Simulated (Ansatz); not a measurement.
## Sr: an electron-density study

Space group Im-3m. This isn't the usual form at ambient conditions.

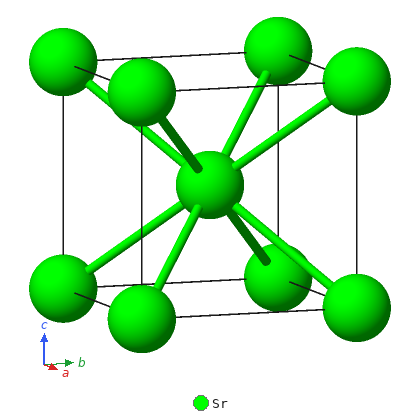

The conventional cell.

```
CELL_PARAMETERS angstrom
4.87000 0.00000 0.00000
0.00000 4.87000 0.00000
0.00000 0.00000 4.87000
ATOMIC_POSITIONS crystal
Sr 0.00000 0.00000 0.00000
Sr 0.50000 0.50000 0.50000
```

Theory: Ansatz 0.2.0, DFT PBE, scalar-relativistic, plane waves, PAW.

Core electrons are frozen (PAW), so the maps are meaningful between the atoms, not at the nuclei.

Part 1: Bonding charge

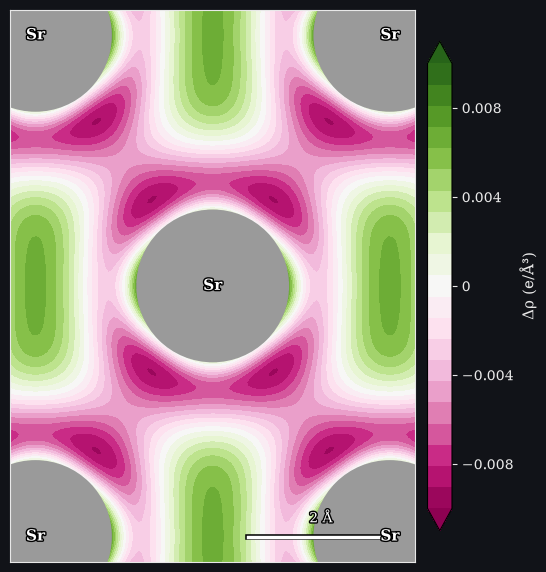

Density of the crystal less the sum of free-atom densities: a map on the (011̄) plane of the conventional cell, with grey discs over the atomic cores. Cores are masked to 1.0 Å (Sr).

Read the map: where is density gained and where lost?

Answer. Over the whole cell, outside the masked cores, the largest gain, 0.007 e/Å³, lies 2.7 Å from a strontium nucleus, and the largest loss, 0.009 e/Å³, lies 1.4 Å from a strontium nucleus.
The rearranged charge, half the integral of |Δρ|, is about 0.12 e an atom.

Part 2: States by energy

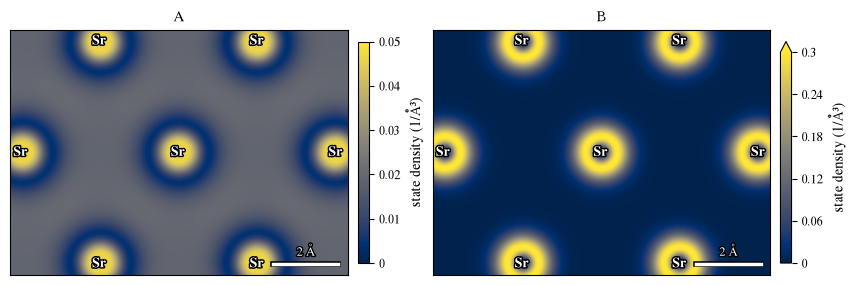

Sr: densities of the states in two energy windows, on the (110) plane of the conventional cell.

The windows, about the Fermi level, are −18.82 to −18.59 eV and −2.4 to −1.2 eV. Which panel shows which?

Answer. Panel A: −2.4 to −1.2 eV, the middle third of the occupied valence band, mainly Sr 5s (over 95 %).
Panel B: −18.82 to −18.59 eV, a separate group of bands (semicore or deep states), mainly Sr 4p (over 95 %).
The characters are Löwdin shares on a minimal set of atomic orbitals.

Part 3: Change of volume

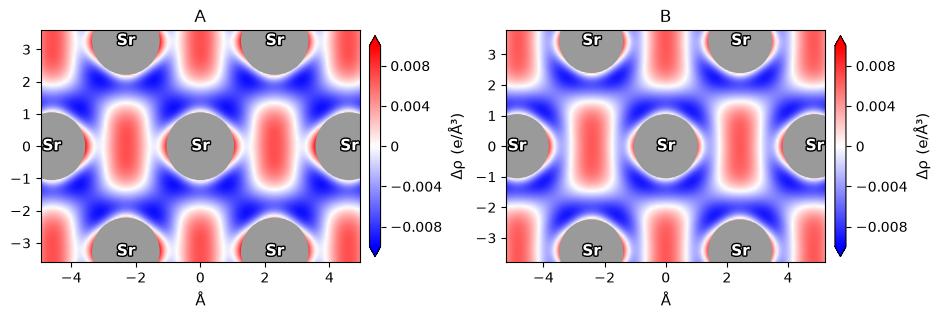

Sr: deformation density on the (11̄0) plane of the conventional cell at two volumes, with the same fractional coordinates and one colour scale. Grey discs cover the cores.

Which panel is the larger cell, by how much, and what changes?

Answer. B is the larger cell: A has 85 % of the volume of B.
The pressure is −0.8 GPa in B and 1.3 GPa in A.
The rearranged charge is 0.12 e an atom in B and 0.10 e in A.

Part 4: Putting it together

The two pressures give a mean stiffness −ΔP/Δln V of about 13 GPa over this range, with the atoms held at their fractional positions.
